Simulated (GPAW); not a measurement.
**AlN (F-43m): ε∞ against the local-field cutoff**

The size of the dielectric matrix of AlN (F-43m) is raised step by step, on the same bands.

Cell: a, b, c = 3.089, 3.089, 3.089 Å (primitive vectors), 2 atoms.

Method: GPAW 26.7.0, PBE, RPA, k-mesh 14×14×14, Lorentzian half width 0.15 eV.

Launch of the response step: `OMP_NUM_THREADS=1 python df.py`. The series took 39 s in all, its band step included, on 1 thread of Arm Neoverse V1, on a shared host.

```tsv
cutoff (eV)	time of the step (s)	ε∞
40	4	4.4236
60	4	4.4236
100	5	4.3188
150	6	?
```

The number of plane waves grows as cutoff^(3/2); a common extrapolation takes the result as linear in its inverse.

Working, on the rows shown:

| x = cutoff^(−3/2) (eV^−3/2) | y = ε∞ |
| --- | --- |
| 0.00395285 | 4.4236 |
| 0.00215166 | 4.4236 |
| 0.001 | 4.3188 |

Means: x̄ = 0.0023682, ȳ = 4.3887. Σ(x − x̄)(y − ȳ) = 0.0001434, Σ(x − x̄)² = 4.430e-06. Slope = 0.0001434 / 4.430e-06 = 32.37; intercept = ȳ − slope · x̄ = 4.312. The line misses the rows shown by at most 0.042.

Fill in the last column of the withheld row.

At x = 0.00054433 the line gives y = 4.3296. The run gave 4.3085, so the extrapolation is off by 0.021, 18 % of the range in the table. The law describes these rows poorly: it misses even the rows shown by over a tenth of the range.

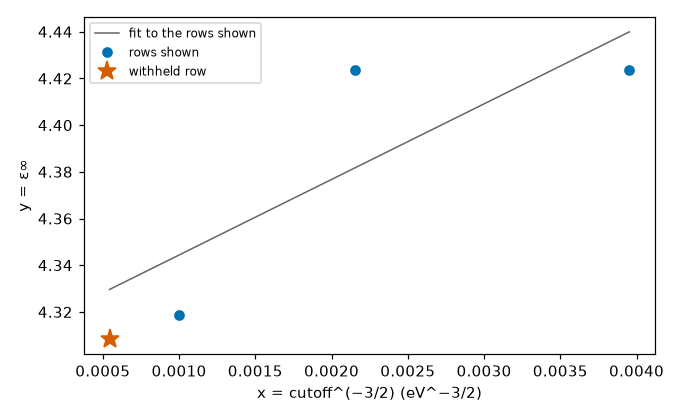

Refitted with all rows, the slope is 36.54 and the intercept 4.2987. The line reaches 4.299 at infinite cutoff, 0.2 % from the last run, while the last two runs differ by 0.24 %. ε∞ moves in steps as shells of reciprocal vectors enter, so the limit is good only to about the larger of these. Excitons are left out; PBE gaps are as a rule too small. The values come from a sum over the points of one k-mesh and carry its error, which grows as the direct gap shrinks. The local-field cutoff holds few shells of reciprocal vectors for this small cell, so ε∞ can read a few per cent high.

[Logs are printed without paths, hosts, clocks, repeated set-up lines and the standing remarks that a program may print on its own settings, such as how far it seeks lower states.]
